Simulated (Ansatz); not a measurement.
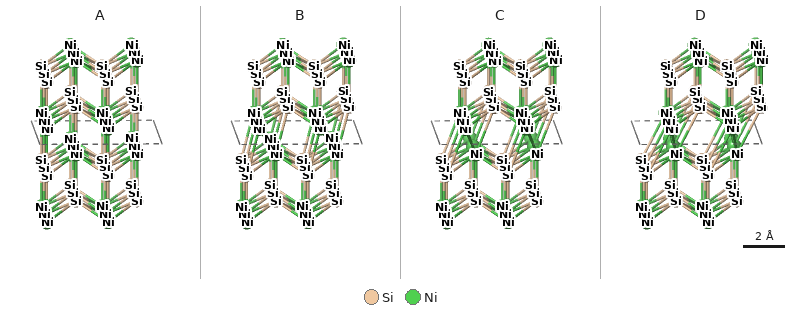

Frames of a one-coordinate scan of crystalline SiNi (Pmmn). A ball-and-stick model of the layers on both sides of the dashed plane, seen from the side, nearly along that plane.

The calculation used Ansatz 0.2.0, DFT PBE, scalar-relativistic, plane waves, PAW. Set-up: plane-wave cutoff 420 eV; k-point mesh 15 × 14 × 4; occupations gaussian; smearing width 0.15 eV; no spin polarisation. Energies (free energies at the smearing named) are counted from the relaxed crystal.

What is being scanned?

Answer. The crystal above a cut along the (0 0 1) plane of the conventional cell (between a plane of Ni below and one of Ni above, 1.48 Å apart) is slid rigidly by fractions of an in-plane lattice vector 3.06 Å long (a generalised stacking fault). In the frames the slip is 0.00 (A), 0.20 (B), 0.30 (C), 0.40 (D). One cut stands in each cell, which starts 14.1 Å high; nothing is relaxed, and the dashed outline marks the cut. Their energies are 0 mJ/m², 641 mJ/m², 1207 mJ/m², 1716 mJ/m².

Limits of the set-up: an element that often carries a moment was run without spin polarisation.
